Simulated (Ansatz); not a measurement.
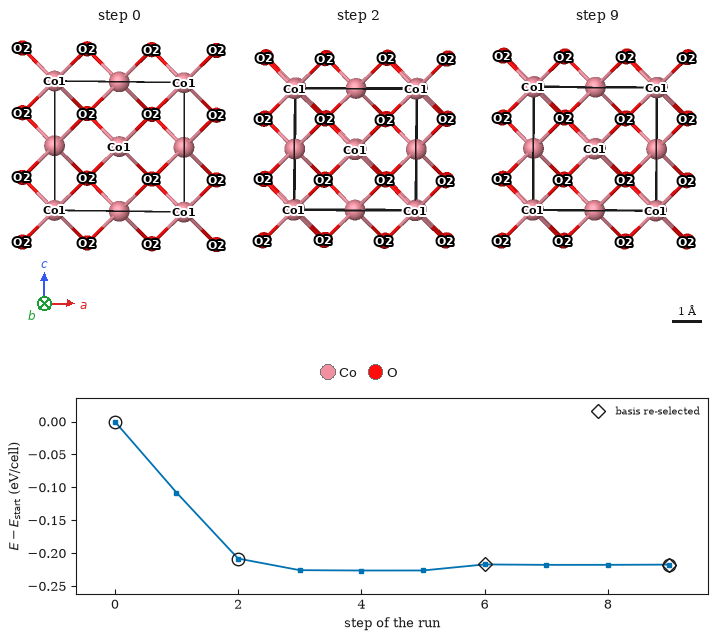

Frames of a relaxation of a crystal of CoO (set up in R3m), marked on the history of the run. The picture is a ball-and-stick view of the larger cell on standard axes (4 times the calculation's cell), seen along the b axis.

The run lets cell and atoms move.

Method: Ansatz, Kohn-Sham DFT of a periodic cell, LDA, Ansatz PAW.

Input file:
```yaml
crystal:
  lattice:
    - [1.6022198417, 0.9250420569, 2.5664708903]
    - [-1.6022198417, 0.9250420569, 2.5664708903]
    - [0.0, -1.8500841138, 2.5664708903]
  atoms:
    - { symbol: Co, position: [0.99897832, 0.99897832, 0.99897832], spin: 2.0 }
    - { symbol: O, position: [0.75102103, 0.75102103, 0.75102103] }
hamiltonian:
  xc: lda
  pseudopotentials: { kind: paw }
magnetization:
  spin_polarized: true
kpoints:
  mp_grid: { grid: [10, 10, 10] }
scf:
  occupations: { method: fermi_dirac, width: 0.05 }
output:
  forces: true
  stress: true
  eigenvalues: true
relax:
  f_tol: 0.01
  max_steps: 40
  cell: { stress_tol: 0.05 }
```

Command:
```bash
ansatz run input.yaml --threads 2 --pin off --max-ram 5632MiB --backend cpu --events-out ev --progress --plain --runs-dir out
```

Describe the path.

The largest moves relative to the cell, 0.008 Å, are those of Co1 and O2. Co1 goes along [1 1 1]. Largest moves by element: Co 0.008 Å, O 0.008 Å. Cell: a = b = c 4.503 → 4.285 Å (−4.9 %), α 90.7° → 90.0°, β 90.7° → 90.0°, γ 90.7° → 90.0°. Volume −13.8 %. Some distances before and after: Co1–O2 1.963 → 1.855 Å, Co1–O2 (another image) 1.909 → 1.855 Å. The space group (tolerance 0.01 Å) goes from R3m (No. 160) to F-43m (No. 216). The energy falls by 0.217 eV per cell of the calculation in 7 accepted moves (9 points after the start). Largest force component: 0.19 eV/Å at the start, under 0.0001 eV/Å at the end. Pressure: −15.85 GPa at the start and −0.02 GPa at the end. The SCF was repeated twice at an unchanged geometry on a basis and grid sized afresh for the cell, which shifted the energy by 9.2 meV per cell of the calculation at most. From step 0 to 2: volume −17.0 %, energy −0.208 eV per cell of the calculation. From step 2 to 9: volume +3.8 %, energy −9.2 meV per cell of the calculation.

```json
{"step": "0", "E − E(0), meV/atom": "0.00", "largest force component, eV/Å": "0.1900", "pressure, GPa": "-15.85", "volume, Å³/atom": "11.411", "note": ""}
{"step": "1", "E − E(0), meV/atom": "-53.89", "largest force component, eV/Å": "0.1865", "pressure, GPa": "-12.60", "volume, Å³/atom": "10.847", "note": ""}
{"step": "2", "E − E(0), meV/atom": "-104.05", "largest force component, eV/Å": "0.0466", "pressure, GPa": "9.63", "volume, Å³/atom": "9.471", "note": ""}
{"step": "3", "E − E(0), meV/atom": "-112.88", "largest force component, eV/Å": "0.0109", "pressure, GPa": "-0.60", "volume, Å³/atom": "9.894", "note": ""}
{"step": "4", "E − E(0), meV/atom": "-113.13", "largest force component, eV/Å": "0.0001", "pressure, GPa": "0.05", "volume, Å³/atom": "9.864", "note": ""}
{"step": "5", "E − E(0), meV/atom": "-113.11", "largest force component, eV/Å": "0.0000", "pressure, GPa": "0.00", "volume, Å³/atom": "9.866", "note": ""}
{"step": "6", "E − E(0), meV/atom": "-108.52", "largest force component, eV/Å": "0.0002", "pressure, GPa": "-0.78", "volume, Å³/atom": "9.866", "note": "same geometry, new basis"}
{"step": "7", "E − E(0), meV/atom": "-108.84", "largest force component, eV/Å": "0.0000", "pressure, GPa": "0.05", "volume, Å³/atom": "9.830", "note": ""}
{"step": "8", "E − E(0), meV/atom": "-108.83", "largest force component, eV/Å": "0.0001", "pressure, GPa": "0.00", "volume, Å³/atom": "9.832", "note": ""}
{"step": "9", "E − E(0), meV/atom": "-108.66", "largest force component, eV/Å": "0.0000", "pressure, GPa": "-0.02", "volume, Å³/atom": "9.832", "note": "same geometry, new basis"}
```

Limits of the set-up: only the magnetic order of this start and cell was tried (total moment 1.6 μB per cell).
